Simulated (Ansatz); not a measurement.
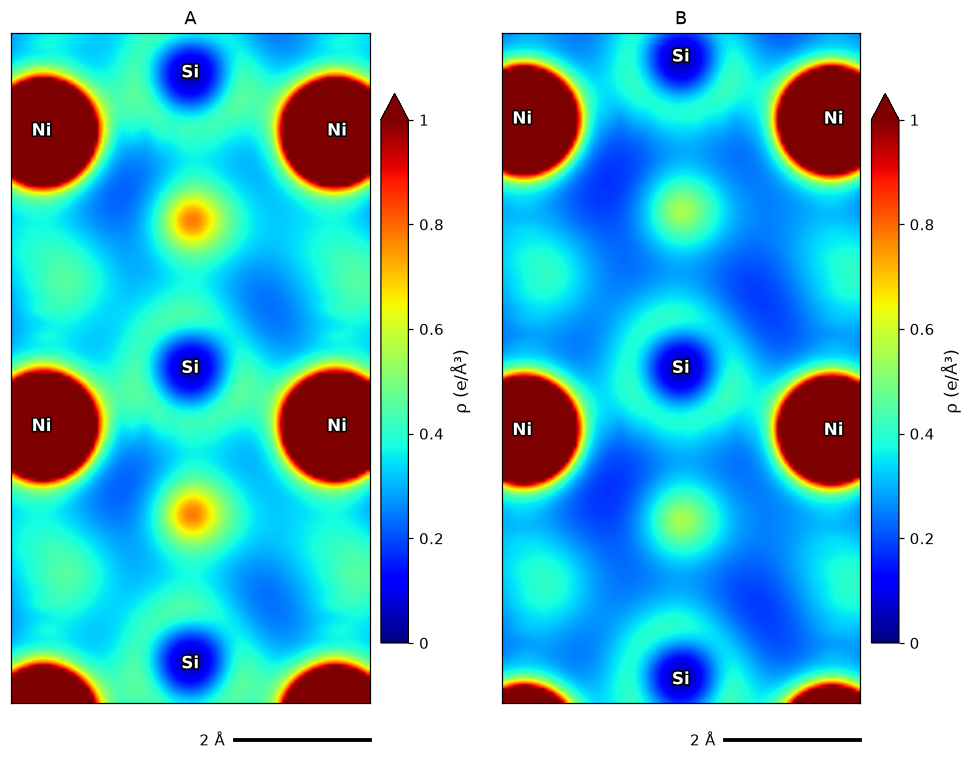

SiNi. The valence charge density (pseudo) of two cells that differ in size, on the (010) plane of each (indices in the axes of the calculation cell), at one length scale and on one colour scale: B has 12.3 Å³ an atom and A 10.5.

The calculation used Ansatz, DFT PBEsol, scalar-relativistic, plane waves, PAW.

In a PAW calculation such maps are meaningful between the atoms, not at the nuclei.

The larger cell:

```cif
data_structure
_symmetry_space_group_name_H-M 'P 1'
_symmetry_Int_Tables_number 1
_cell_length_a 4.6122
_cell_length_b 4.6122
_cell_length_c 4.6122
_cell_angle_alpha 90.000
_cell_angle_beta 90.000
_cell_angle_gamma 90.000
_cell_volume 98.11
loop_
_atom_site_label
_atom_site_type_symbol
_atom_site_fract_x
_atom_site_fract_y
_atom_site_fract_z
_atom_site_occupancy
Si1 Si 0.84524 0.84524 0.84524 1
Si2 Si 0.65476 0.15476 0.34524 1
Si3 Si 0.34524 0.65476 0.15476 1
Si4 Si 0.15476 0.34524 0.65476 1
Ni1 Ni 0.14557 0.14557 0.14557 1
Ni2 Ni 0.35443 0.85443 0.64557 1
Ni3 Ni 0.64557 0.35443 0.85443 1
Ni4 Ni 0.85443 0.64557 0.35443 1
```

The smaller cell: a = 4.377 Å, b = 4.377 Å, c = 4.377 Å, α = 90.00°, β = 90.00°, γ = 90.00°.

Q: What changes from the larger cell to the smaller?

A: From the larger cell to the smaller, Si–Ni goes from 2.44 to 2.36 Å, and the density at its midpoint from 0.38 to 0.45 e/Å³; the pressure goes from −15 to 14 GPa.
